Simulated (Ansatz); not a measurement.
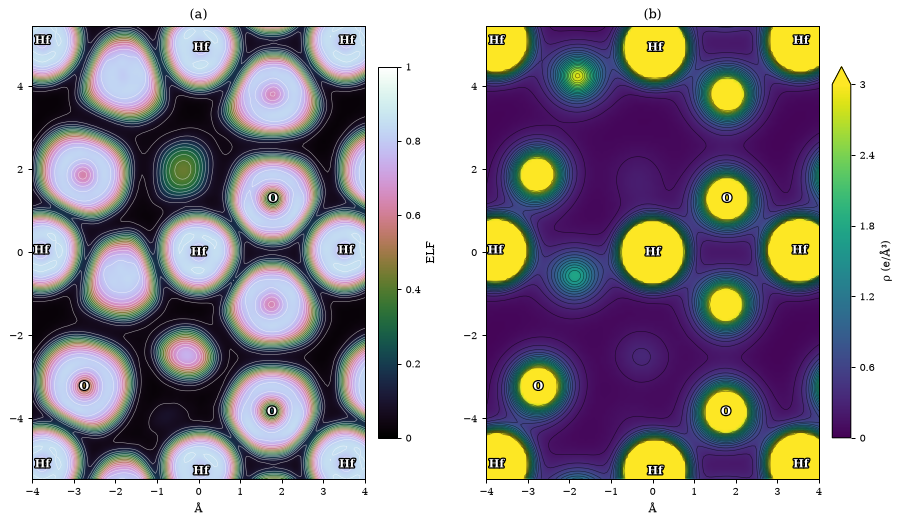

Figure. Hf$_{8}$O$_{17}$ (cell with a defect). (a) electron localisation function; (b) valence charge density (pseudo) on the (110) plane of the calculation cell.

The calculation used DFT PBE, scalar-relativistic, plane waves, PAW in Ansatz.

In a PAW calculation such maps are meaningful between the atoms, not at the nuclei.

```xyz
25
Lattice="7.2086 0.0000 0.0000 0.0000 7.2086 0.0000 -3.6043 -3.6043 5.2640" Properties=species:S:1:pos:R:3 pbc="T T T"
Hf    1.8040    1.9335    2.3930
Hf    1.6232   -1.7735    2.8076
Hf    5.0195    1.8634    2.7636
Hf    5.3414   -1.6232    2.4465
Hf    3.3827    3.6787    5.1158
Hf   -0.0740    3.7447    0.1861
Hf    3.4979    0.0346    0.0543
Hf   -0.1698   -0.0536    5.1730
O    -0.1671    1.9622    3.2296
O    -0.3049   -1.9148    3.8512
O     3.2575    1.6926    3.8808
O     3.6458    4.8543    3.2938
O     1.6025    3.5944    4.0306
O     1.8816   -0.7543    4.6338
O    -1.9063    3.0705    4.5536
O    -1.9916    0.0490    4.0424
O     1.8211    3.8438    1.4023
O     2.4535   -0.1267    1.8856
O     5.7763    3.5841    1.8630
O     5.4120    0.2574    1.4236
O     0.5726    1.7529    0.6770
O    -0.0037    5.6287    1.2215
O     3.5647    1.9758    1.1976
O     4.1561    5.3239    0.5880
O     0.4585    0.6367    3.2856
```

Q: Interpret the plot.

A: Atoms in the plane: Hf and O.
Atoms just off the plane (O, 0.3 Å away) can leave unmarked features too.
Hf–O (2.14 Å): ρ at the midpoint is about 0.67 e/Å³; the ELF peaks at about 0.85 in the valence shell of O, 0.6 Å from its nucleus, and drops to about 0.20 between the two atoms (no shared electron pair shows on this line).
Hf–O (2.15 Å): ρ is about 0.64 e/Å³ halfway; the ELF peaks at about 0.85 in the valence shell of O, 0.6 Å from its nucleus, and drops to about 0.15 between the two atoms: no shared electron pair shows on this line.
Hf–O (2.21 Å): ρ at the midpoint is about 0.55 e/Å³; the ELF peaks at about 0.85 in the valence shell of O, 0.6 Å from its nucleus, and drops to about 0.15 between the two atoms: no localised pair shows between them.
Hf–O (2.23 Å): the density is about 0.53 e/Å³ at the midpoint; the ELF peaks at about 0.85 in the valence shell of O, 0.6 Å from its nucleus, and drops to about 0.15 between the two atoms (no shared electron pair shows on this line).
Between the atoms the lowest density in this plane is 0.04 e/Å³.
The features right at Hf lie inside the PAW spheres, where the map follows smoothed inner orbitals and isn't to be read closely.
